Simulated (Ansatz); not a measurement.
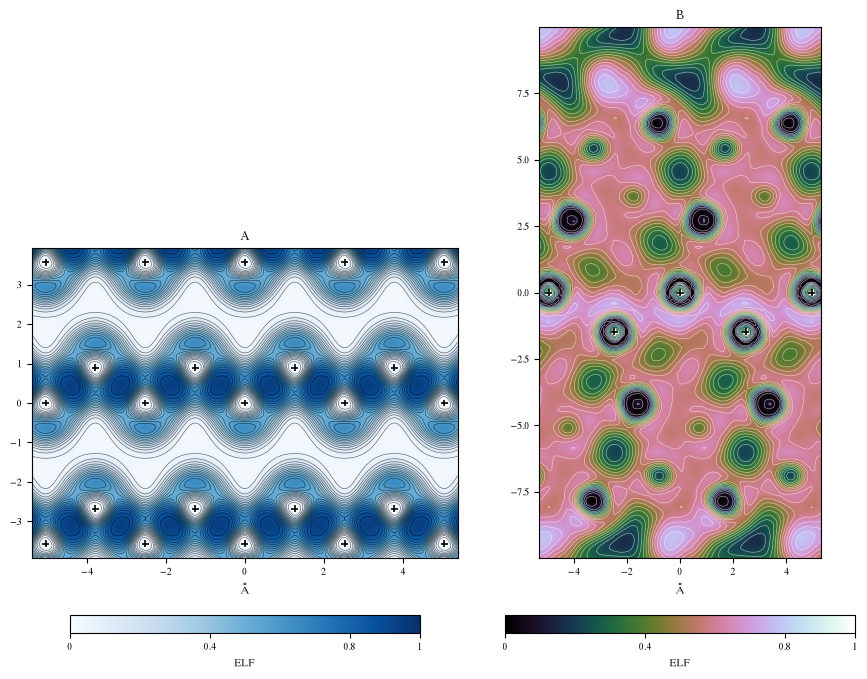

The ELF of 2 systems, each on a plane through atoms (crosses mark nuclei in the plane).

Level of theory: DFT PBE, scalar-relativistic, plane waves, PAW (Ansatz 0.2.0).

System 1: Al (interface cell), the (100) plane of the calculation cell. 

System 2: C, the (11̄0) plane of the calculation cell. Space group Fd-3m.

> Which map belongs to which system?

Panel A is system 2, C: the plane holds C. C–C (1.55 Å): the ELF peaks at about 0.95 between the atoms (a covalent bond). Panel B is system 1, Al: the plane holds Al.
